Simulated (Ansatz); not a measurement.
Zr7O16 (cell with a defect)

The calculation's input:

```
crystal:
  lattice:
    - [0.0, 7.1689604925, 0.0]
    - [7.1689604925, 0.0, 0.0]
    - [-3.5844802462, -3.5844802462, -5.1771128403]
  atoms:
    - { symbol: Zr, position: [-0.5, 1.0, 1.0] }
    - { symbol: Zr, position: [0.5, 0.5, 1.0] }
    - { symbol: Zr, position: [0.0, 0.5, 1.0] }
    - { symbol: Zr, position: [0.0, 0.0, 0.5] }
    - { symbol: Zr, position: [0.5, 0.0, 0.5] }
    - { symbol: Zr, position: [0.0, 0.5, 0.5] }
    - { symbol: Zr, position: [0.5, 0.5, 0.5] }
    - { symbol: O, position: [0.149258387, 0.899258387, 0.7985167741] }
    - { symbol: O, position: [0.649258387, 0.899258387, 0.7985167741] }
    - { symbol: O, position: [0.149258387, 0.399258387, 0.7985167741] }
    - { symbol: O, position: [0.649258387, 0.399258387, 0.7985167741] }
    - { symbol: O, position: [0.899258387, 0.649258387, 0.2985167741] }
    - { symbol: O, position: [0.399258387, 0.649258387, 0.2985167741] }
    - { symbol: O, position: [0.899258387, 0.149258387, 0.2985167741] }
    - { symbol: O, position: [0.399258387, 0.149258387, 0.2985167741] }
    - { symbol: O, position: [0.350741613, 0.100741613, 0.7014832259] }
    - { symbol: O, position: [0.850741613, 0.100741613, 0.7014832259] }
    - { symbol: O, position: [0.350741613, 0.600741613, 0.7014832259] }
    - { symbol: O, position: [0.850741613, 0.600741613, 0.7014832259] }
    - { symbol: O, position: [0.600741613, 0.850741613, 0.2014832259] }
    - { symbol: O, position: [0.100741613, 0.850741613, 0.2014832259] }
    - { symbol: O, position: [0.600741613, 0.350741613, 0.2014832259] }
    - { symbol: O, position: [0.100741613, 0.350741613, 0.2014832259] }
basis:
  ecutwfc: 420
kpoints:
  mp_grid: { grid: [4, 4, 4] }
hamiltonian:
  xc: pbesol
scf:
  occupations: { method: gaussian, width: 0.05 }
output:
  forces: true
  stress: true
  eigenvalues: true
  write_density: true
  write_potential: true
  elf: true
  volumetric_format: npy
relax:
  adjacent_minimum: "off"
  f_tol: 0.02
  max_steps: 50
```

Run with:

```sh
ansatz run input.yaml --threads 4 --pin off --max-ram 9216MiB --backend cpu --events-out ev --progress --plain --runs-dir out
```

The fields are those of the relaxed geometry.

Computed pressure about −2 GPa in this cell.

Level of theory: Ansatz, DFT PBEsol, scalar-relativistic, plane waves, PAW.

Core electrons are frozen (PAW), and the valence fields are smoothed inside the atomic spheres.

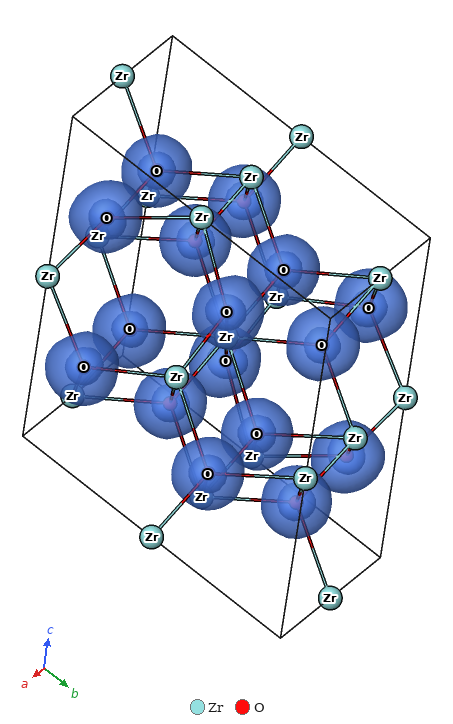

Figure 1. Isosurface of the electron localisation function at 0.75 (blue), seen slightly off an axis. Core shells and regions of very low density are left out. Sticks mark near contacts.

What do the ELF domains correspond to?

At this value the surface marks out 16 regions wrapped around O (the valence shell of each), counted in one cell of 23 atoms. Regions shared between cells count once.


Zr–O (2.16 Å): the ELF peaks at about 0.85 in the valence shell of O, 0.6 Å from its nucleus, and drops to about 0.20 between the two atoms; no shared electron pair shows on this line. Zr–O (2.21 Å): the ELF peaks at about 0.85 in the valence shell of O, 0.6 Å from its nucleus, and drops to about 0.20 between the two atoms; no localised pair shows between them.

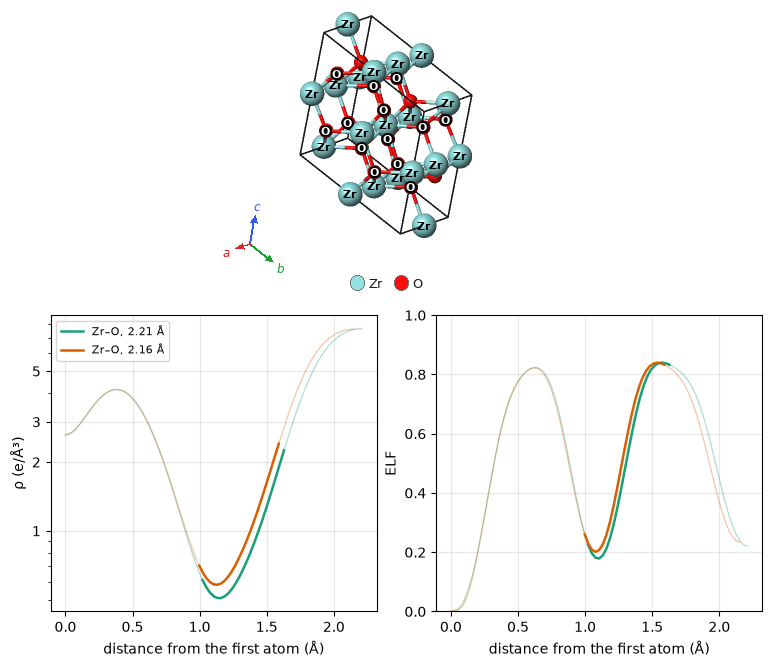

Figure 2. Valence pseudo-density and electron localisation function along straight lines between neighbouring atoms. Thin, pale parts lie inside the atomic spheres. The structure is drawn too.

What can be read from the curves?

Zr–O (2.21 Å): the density is about 0.52 e/Å³ at the midpoint; the ELF peaks at about 0.85 in the valence shell of O, 0.6 Å from its nucleus, and drops to about 0.20 between the two atoms (no localised pair shows between them).
Zr–O (2.16 Å): the density is about 0.6 e/Å³ at the midpoint; the ELF peaks at about 0.85 in the valence shell of O, 0.6 Å from its nucleus, and drops to about 0.20 between the two atoms: no localised pair shows between them.

Does the calculation make it a metal, or give it a gap?

It is gapless in this calculation (a metal or semimetal).
